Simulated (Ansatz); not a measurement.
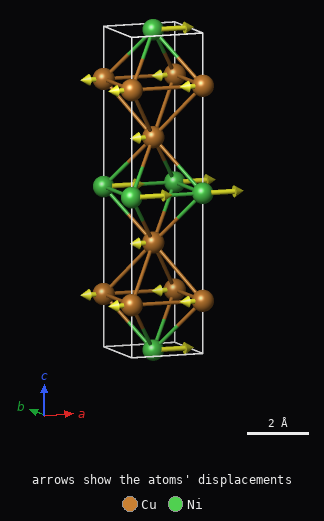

One vibrational mode of crystalline Cu$_{2}$Ni (a generated structure) at the zone centre. The yellow arrows give the relative displacements of the atoms. A ball-and-stick model of the conventional cell (2 times the calculation's cell), seen slightly off an axis. Lengths and directions refer to the drawn axes.

Computed with DFT PBE, scalar-relativistic, plane waves, PAW in Ansatz 0.2.0. Set-up: plane-wave cutoff 420 eV; k-point mesh 20 × 20 × 20; occupations fermi dirac; smearing width 0.15 eV; no spin polarisation.

The frequencies depend somewhat on the k-mesh and the smearing.

Question: Describe the mode and give its frequency.

Answer: This is the E_u mode (doubly degenerate; one member of the set is drawn) at 170 cm⁻¹, optical level 2 of 4, counted from below, infrared-active by symmetry. The Ni sublattice moves against the Cu sublattice, along a; the kinetic energy is shared as Ni 68 %, Cu 32 %. The crystal is a metal, so free carriers screen the infrared response.

Limits of the set-up: an element that often carries a moment was run without spin polarisation.
